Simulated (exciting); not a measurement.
System: ZrH₂, space group Fm-3m (No. 225).

Starting cell:
```
CELL_PARAMETERS angstrom
0.00000 2.40923 2.40923
2.40923 0.00000 2.40923
2.40923 2.40923 0.00000
ATOMIC_POSITIONS crystal
Zr 0.00000 0.00000 0.00000
H 0.25000 0.25000 0.25000
H 0.75000 0.75000 0.75000
```

Computed with exciting sodium: all-electron LAPW DFT, no spin polarisation; energies at scaled volumes of the given cell, shape and fractions fixed, counted from the fit's minimum, third-order Birch-Murnaghan fit. Level: PBEsol.

| setting | value |
| --- | --- |
| k mesh | 10×10×10 |
| occupations | Fermi–Dirac |
| smearing width | 0.05 eV |
| potentials | all electron LAPW+lo, shipped species files |
| program settings | rgkmax 5 |

What does the calculation give for the energy against volume? The volume takes the values 8.7633, 8.9498, 9.1362, 9.3227, 9.5091, 9.6956, 9.8820 Å³/atom.

A third-order Birch–Murnaghan fit gives V0 = 9.02 Å³/atom, B0 = 142 GPa and B′ = 4.0. The energy is 3.40 meV/atom at volume 8.7633 Å³/atom and 31.38 meV/atom at 9.8820 Å³/atom; the lowest computed point is at volume 8.9498 Å³/atom (0.25 meV/atom), in a single well.

```tsv
volume (Å³/atom)	energy (meV/atom)
8.7633	3.40
8.9498	0.25
9.1362	0.66
9.3227	4.26
9.5091	10.77
9.6956	19.90
9.8820	31.38
```

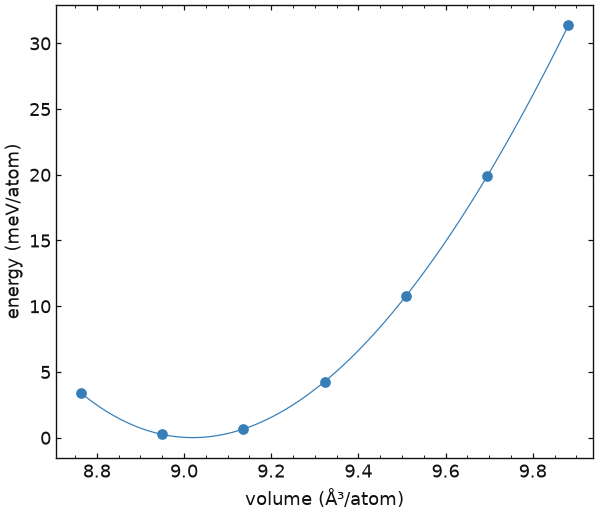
